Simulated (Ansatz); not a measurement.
System: TiH5.

```yaml
crystal:
  lattice:
    - [3.07548, 0.00000, 0.00000]
    - [0.00000, 3.07548, 0.00000]
    - [0.00000, 0.00000, 13.58105]
  atoms:
    - { symbol: Ti, position: [0.50000, 0.00000, 0.08632] }
    - { symbol: Ti, position: [0.00000, 0.50000, 0.91368] }
    - { symbol: H, position: [0.50000, 0.50000, 0.15894] }
    - { symbol: H, position: [0.00000, 0.00000, 0.15894] }
    - { symbol: H, position: [0.50000, 0.50000, 0.84106] }
    - { symbol: H, position: [0.00000, 0.00000, 0.84106] }
    - { symbol: H, position: [0.50000, 0.50000, 0.00000] }
    - { symbol: H, position: [0.00000, 0.00000, 0.00000] }
    - { symbol: H, position: [0.00000, 0.50000, 0.62593] }
    - { symbol: H, position: [0.00000, 0.50000, 0.57073] }
    - { symbol: H, position: [0.50000, 0.00000, 0.37407] }
    - { symbol: H, position: [0.50000, 0.00000, 0.42927] }
```

Space group P4/nmm; a generated structure, not necessarily the stable one; computed without spin polarisation.

Theory: DFT PBE, scalar-relativistic, plane waves, PAW (Ansatz).

Predict the valence pseudo-density and electron localisation function between the atoms.

Answer. H–H (0.75 Å): ρ is about 1.8 e/Å³ halfway; the ELF peaks at about 1 between the atoms.

Metal or insulator at this level of theory?

Answer. It is gapless in this calculation (a metal or semimetal).

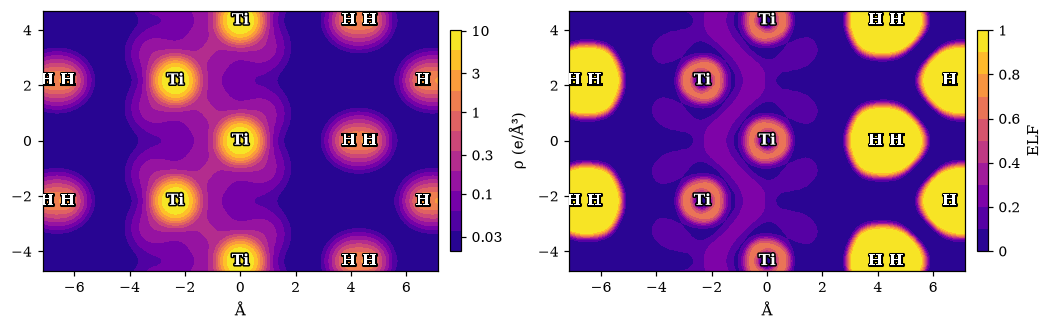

Computed valence pseudo-density and electron localisation function on the (11̄0) plane of the conventional cell, in this order. 
